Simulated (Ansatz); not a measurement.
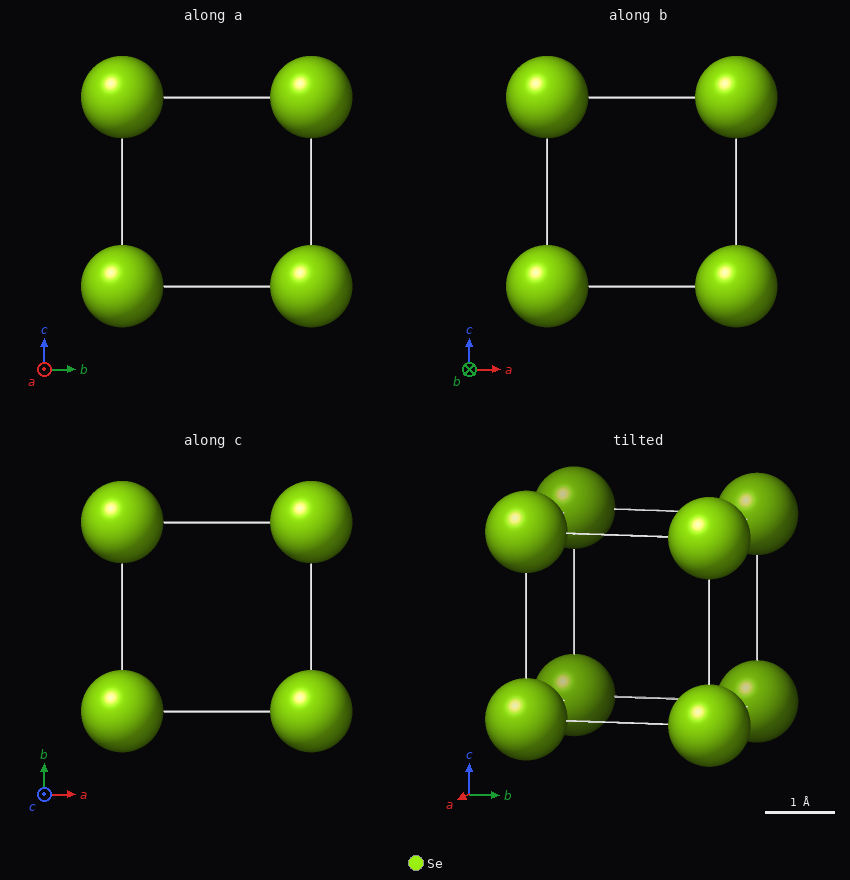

The figure gives a spheres-only picture of the atoms, viewed along the a axis, along the b axis, along the c axis and slightly off an axis. The conventional unit cell is outlined; an atom on or near a face, edge or corner is repeated at each equivalent position.

Lattice parameters: a = 2.769 Å, b = 2.769 Å, c = 2.769 Å, α = 90.00°, β = 90.00°, γ = 90.00°. Put a along x and b in the xy plane.

**Record the structure as a POSCAR file.**

```
Se
1.0
     2.769    0.000    0.000
     0.000    2.769    0.000
     0.000    0.000    2.769
Se
1
Direct
  0.0000 0.0000 0.0000
```

Its origin is a structure type filled with this element by a generator (whether the element takes this form wasn't checked). Earlier steps of the study may have refined or changed the cell and positions. A calculation with Ansatz used it as input.
